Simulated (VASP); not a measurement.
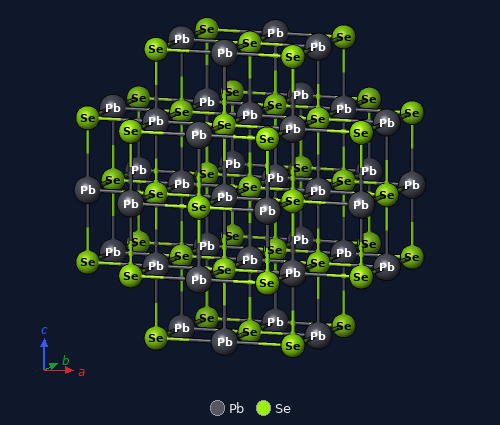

PbSe (space group Fm-3m, No. 225): the geometry relaxed with VASP Kohn-Sham DFT of a periodic cell, PBE, VASP PAW PBE potentials, materialsproject (VASP).

Bonds are taken as Pb–Se below 3.5 Å. Simplification: prune 0- and 1-connected atoms, fold 2-connected ones into links.

**What kind of net remains, and which atoms are its nodes?**

A uninodal 6-connected, three-periodic net: Pb and Se are 6-connected nodes.

**Does the net have a name?**

It is the pcu net, known from NaCl, ReO3 and the B-X framework of perovskite.

**Is the net interpenetrated?**

It is a single net, without interpenetration.

**Give the point symbol of each node (shortest cycle at each angle).**

Pb and Se: 4¹²·6³.
